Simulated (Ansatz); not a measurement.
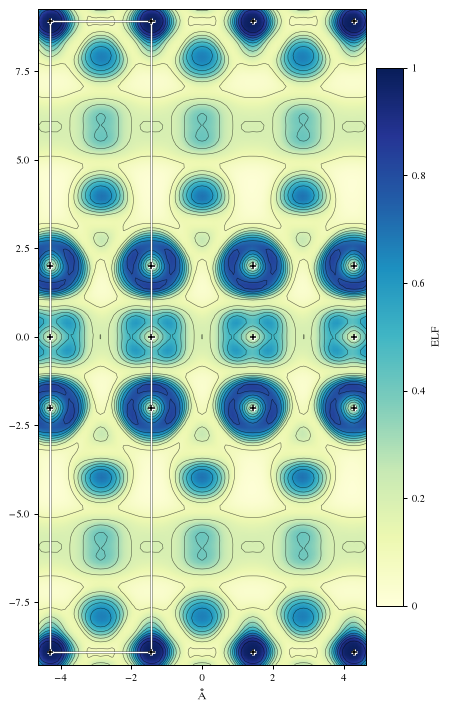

The electron localisation function on a plane through atoms (crosses mark nuclei in the plane).

Level of theory: DFT PBE, scalar-relativistic, plane waves, PAW (Ansatz).

Candidates:
A. TiO₂, a = 3.80 Å, b = 3.80 Å, c = 9.70 Å, α = 90.00°, β = 90.00°, γ = 90.00°. Space group I4₁/amd; computed without spin polarisation.
B. CoPdO₂, a = 2.86 Å, b = 2.86 Å, c = 17.84 Å, α = 90.00°, β = 90.00°, γ = 120.00°. Space group R-3m; computed without spin polarisation.
C. ZnS, a = 3.85 Å, b = 3.85 Å, c = 13.59 Å, α = 90.00°, β = 90.00°, γ = 120.00°. Space group P3m1; not relaxed (largest force 0.8 eV/Å).

### Which candidate gave the map?

Candidate B: CoPdO₂ on the (100) plane of the conventional cell, which holds Co, Pd and O. Pd–O (2.01 Å): the ELF peaks at about 0.85 in the valence shell of O, 0.6 Å from its nucleus, and is about 0.15 at the midpoint: no localised pair shows between them.
